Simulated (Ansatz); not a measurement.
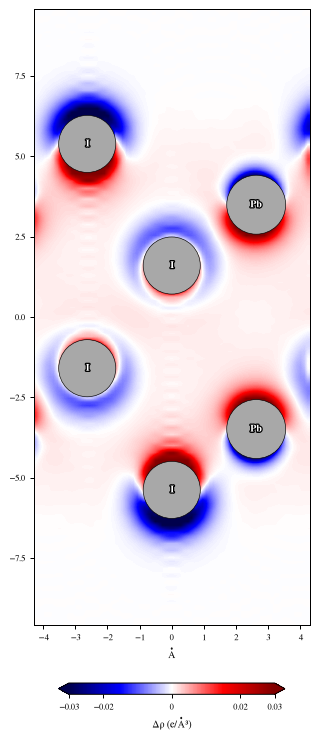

PbI2 (slab). Difference of the valence pseudo-densities of two functionals at the same geometry, on the (110) plane of the calculation cell, a cut from vacuum to vacuum: LDA less PBE.

Both computed with Ansatz (plane waves, PAW), on the same k-point mesh. Grey discs cover the atomic cores.

> Where does the change of functional move the electrons?

Against PBE, LDA gives more density around Pb (+0.004 e/Å³ on average at 1.1 Å from the nucleus).
